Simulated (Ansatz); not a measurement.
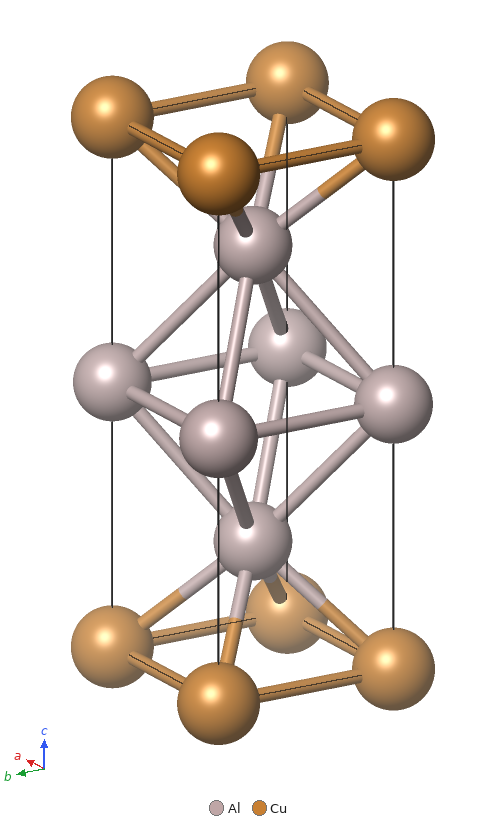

Ball-and-stick representation of a periodic structure, projected from a general direction. Atoms at the boundary of the conventional unit cell (the box) are drawn once for each face, edge or corner they touch.

Al3Cu, space group P4/mmm (No. 123), a = 2.78 Å, b = 2.78 Å, c = 7.60 Å, α = 90.00°, β = 90.00°, γ = 90.00°.

Results below were computed with DFT PBEsol, scalar-relativistic, plane waves, PAW (Ansatz 0.2.0); the settings were E_cut = 420 eV, k-points on an 18×18×6 grid, Gaussian smearing of 0.15 eV, no spin polarisation.

How large a gap does the method give, if there is one?

A metal: bands cross the Fermi level.

Which way would the volume go on relaxing?

The computed pressure is 0.0 GPa, close to zero.

Its origin is a structure listed in the Materials Project. Earlier steps of the study may have refined or changed the cell and positions. It was run through Ansatz as a DFT input.
